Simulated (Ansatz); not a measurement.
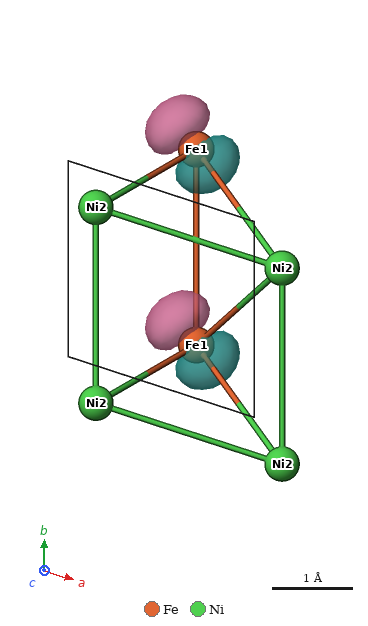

FeNi: one atom of the 2-atom cell (and its periodic copies) was moved a little. Density after less density before, teal at +3 and pink at −3 e/Å³, seen along the c axis; cell a = 2.45 Å, b = 2.45 Å, c = 3.95 Å, α = 90.00°, β = 90.00°, γ = 108.09°. The lobes lie largely inside the PAW sphere, where the density is a smoothed one.

Space group Cmmm; the calculation finds a residual pressure of about −15 GPa at this fixed cell; spin-polarised. Net moment 3.2 μB in the 2-atom cell of the calculation; other magnetic orders weren't tried. The cell comes from a database of computed structures, not from a measurement.

Theory: DFT LDA, scalar-relativistic, plane waves, PAW (Ansatz).

Q: Find the displaced atom and its direction.

A: Fe1 moved towards the teal lobe, down and to the right in the picture. In the run the shift was 0.15 Å roughly along [1 −1 0] in the axes of the cell drawn.

Q: How much does the computed force on the atom change?

A: The force on it changes by 0.04 eV/Å along the move, against it: a stiffness of about 0.23 eV/Å² for this sublattice shift.

Run times: 3.3 min (moved atom) and 53 s (base cell), on 2 threads of Arm Neoverse N1, on a shared host.
